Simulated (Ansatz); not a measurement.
# CdSe: what the fields show

The calculation's input:

```
crystal:
  lattice:
    - [2.97395373966, 2.97395373966, 0.0]
    - [-2.97395373966, 2.97395373966, 0.0]
    - [0.0, 2.97395373966, 3.02201763849]
  atoms:
    - { symbol: Cd, position: [0.0, 0.0, 0.0] }
    - { symbol: Se, position: [0.75, 0.25, 0.5] }
kpoints:
  mp_grid: { grid: [6, 6, 6] }
scf:
  occupations: { method: fixed }
hamiltonian:
  xc: lda
  pseudopotentials: { kind: paw }
relax:
  f_tol: 0.002
  max_steps: 80
  cell: { fix: [a, b, gamma] }
output:
  forces: true
  stress: true
  write_density: true
  write_potential: true
  elf: true
  volumetric_format: npy
```

Launched as:

```sh
ansatz run input.yaml --threads 1 --pin off --max-ram 3072MiB --backend cpu --events-out ev --progress --plain --runs-dir out
```

Below, planes, directions and counts refer to the conventional cell (a = 4.21 Å, b = 4.21 Å, c = 6.10 Å, α = 90.00°, β = 90.00°, γ = 90.00°).

The fields are those of the run's last geometry, not of the input's.

Space group I-4m2; a structure from a database of computed crystals, not necessarily the ambient phase; changed on purpose from its base cell (in-plane strain -0.01, out-of-plane length and atoms relaxed by PAW).

Computed with Ansatz 0.2.0, DFT, LDA, PAW with Ansatz's default frozen-core files, scalar-relativistic; relaxation of cell and atoms.

Core electrons are frozen (PAW), and the valence fields are smoothed inside the atomic spheres.

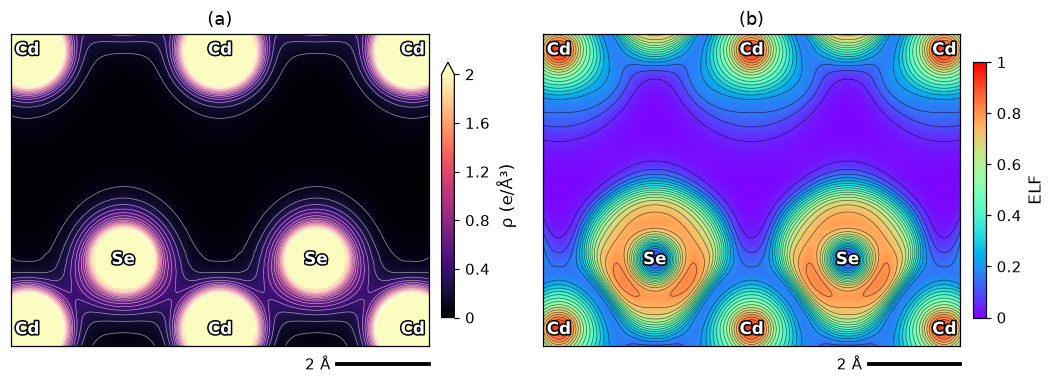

Figure 1. (a) valence pseudo-density; (b) ELF on the (010) plane of the conventional cell.

What does the map show?

Answer.
- The section cuts through Cd and Se sites.
- Cd–Se (2.60 Å): ρ is about 0.41 e/Å³ halfway; the ELF is about 0.35 at the midpoint.
- Between the atoms the lowest density in this plane is 0.01 e/Å³.
- The features right at Cd lie inside the PAW spheres, where the map follows smoothed inner orbitals and isn't to be read closely.

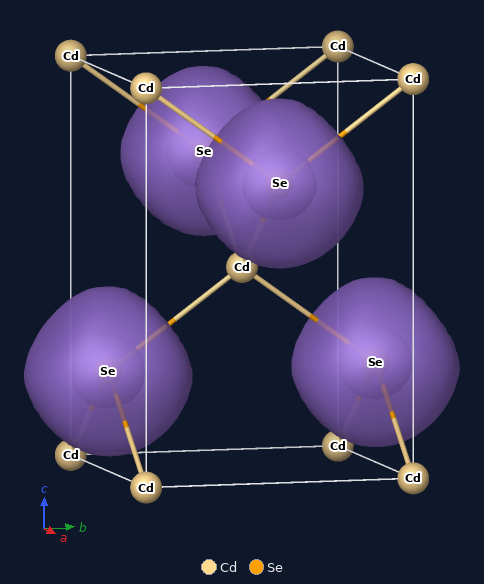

Figure 2. Isosurface of the ELF at 0.65 (purple), seen slightly off an axis. Core shells and regions of very low density are left out. Sticks mark near contacts.

What do the ELF domains correspond to?

Answer. At this value the surface marks out two regions wrapped around Se (the valence shell of each), counted in one cell of 4 atoms. Regions shared between cells count once.

Does the calculation give a band gap?

Answer. It is gapped, with a Kohn–Sham gap of 0.38 eV on the k-point mesh (the band edges may lie off the mesh, which would make the gap smaller).
